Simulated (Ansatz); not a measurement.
System InSe (space group P6_3/mmc, No. 194); source of the atomic positions: the geometry relaxed with Ansatz 0.2.0, DFT, PBE-D3(BJ), plane waves, PAW.

```
In Se
1.0
     4.03348    0.00000    0.00000
    -2.01674    3.49309    0.00000
     0.00000    0.00000   16.76665
In Se
4 4
Direct
  0.33333 0.66667 0.16667
  0.66667 0.33333 0.66667
  0.33333 0.66667 0.33333
  0.66667 0.33333 0.83333
  0.33333 0.66667 0.59000
  0.66667 0.33333 0.09000
  0.33333 0.66667 0.91000
  0.66667 0.33333 0.41000
```

Describe the stacking along c, with columns A (0, 0), B (1/3, 2/3), C (2/3, 1/3) of the hexagonal mesh.

Se(C) – In(B) – In(B) – Se(C) – Se(B) – In(C) – In(C) – Se(B) (eight layers in 16.77 Å).

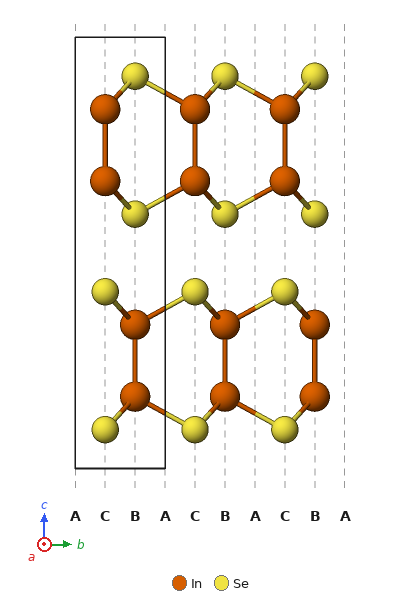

The picture looks along a close-packed row of the hexagonal mesh; c points upwards. The dashed lines mark the three columns A (0, 0), B (1/3, 2/3) and C (2/3, 1/3). The sequence starts with the first layer at or above the cell's origin.
